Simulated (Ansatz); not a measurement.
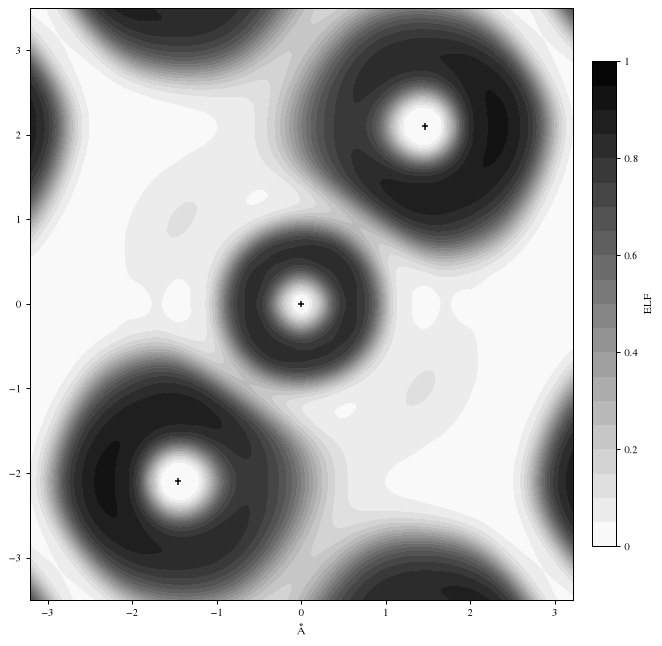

The electron localisation function on a plane through atoms (crosses mark nuclei in the plane).

Theory: DFT PBE+D3(BJ), scalar-relativistic, plane waves, PAW (Ansatz 0.2.0).

Candidates:
A. ZrS₂, a = 3.64 Å, b = 3.64 Å, c = 5.72 Å, α = 90.00°, β = 90.00°, γ = 120.00°. Space group P-3m1; a structure from a database of computed crystals, not necessarily the ambient phase.
B. Bi₂Te₃ (slab), a = 4.37 Å, b = 4.37 Å, c = 61.24 Å, α = 90.00°, β = 90.00°, γ = 120.00°. 

Which candidate gave the map?

Answer. Candidate A: ZrS₂ on the (110) plane of the conventional cell, which holds Zr and S. Zr–S (2.56 Å): the ELF peaks at about 0.85 in the valence shell of S, 0.8 Å from its nucleus, and is about 0.40 at the midpoint.
